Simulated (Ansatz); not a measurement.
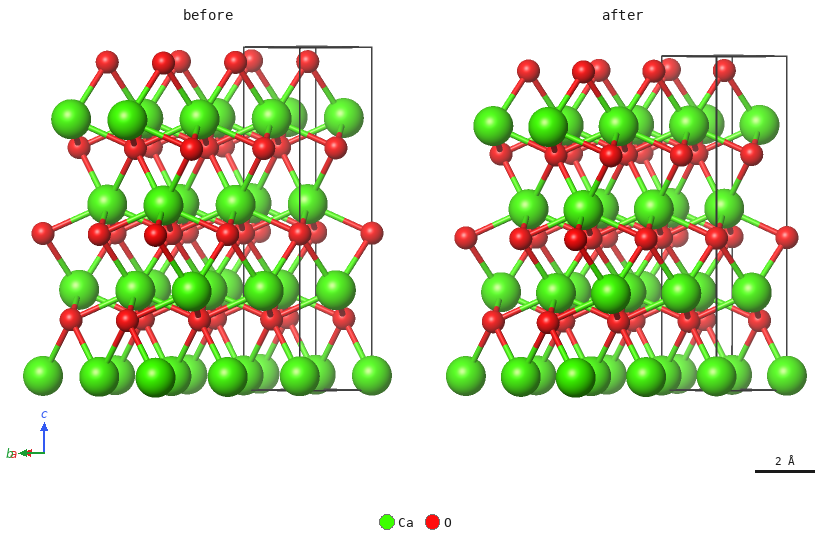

The structure of solid CaO (a generated structure, set up in I4_1md) before (left) and after (right) a relaxation, at one scale.

A ball-and-stick model of the conventional cell (2 times the calculation's cell), repeated 2 × 3 × 1 with one cell outlined, seen from a free direction. Lengths and directions refer to the drawn axes.

The run lets cell and atoms move.

Theory: Kohn-Sham DFT of a periodic cell, PBEsol with D3(BJ), Ansatz PAW (Ansatz).

The input:
```yaml
crystal:
  lattice:
    - [-1.55296, 1.55296, 5.82128]
    - [1.55296, -1.55296, 5.82128]
    - [1.55296, 1.55296, -5.82128]
  atoms:
    - { symbol: Ca, position: [0.04236, 0.04236, 0.0] }
    - { symbol: Ca, position: [0.79236, 0.29236, 0.5] }
    - { symbol: O, position: [0.45764, 0.45764, 0.0] }
    - { symbol: O, position: [0.20764, 0.70764, 0.5] }
hamiltonian:
  xc: pbesol
  pseudopotentials: { kind: paw }
  dispersion: d3bj
kpoints:
  mp_grid: { grid: [9, 9, 9] }
scf:
  occupations: { method: fermi_dirac, width: 0.05 }
output:
  forces: true
  stress: true
  eigenvalues: true
relax:
  f_tol: 0.01
  max_steps: 40
  cell: { stress_tol: 0.05 }
```

Launched with:
```bash
ansatz run input.yaml --threads 2 --pin off --max-ram 5632MiB --backend cpu --events-out ev --progress --plain --runs-dir out
```

### What changed between the two?

The largest moves relative to the cell, 0.008 Å, are those of Ca and O atoms. Largest moves by element: O 0.008 Å, Ca 0.008 Å. The drawn cell changes as follows: a = b 3.106 → 3.032 Å (−2.4 %), c 11.643 → 11.337 Å (−2.6 %); the volume changes by −7.2 %. Some distances before and after: Ca–Ca 3.299 → 3.214 Å, Ca–O 2.473 → 2.397 Å, Ca–Ca 3.106 → 3.032 Å, Ca–O 2.408 → 2.356 Å. The space group stays I4_1md (No. 109). The energy falls by 24.5 meV per atom in 5 accepted moves (7 points after the start). The largest force component goes from 0.023 to 0.00015 eV/Å. Pressure: −7.28 GPa at the start and −0.01 GPa at the end. The SCF was repeated twice at an unchanged geometry on a basis and grid sized afresh for the cell, which shifted the energy by 2.0 meV per atom at most. Cost: 28 s on 2 threads of Arm Neoverse V2, on a shared host, peak memory 0.39 GiB.
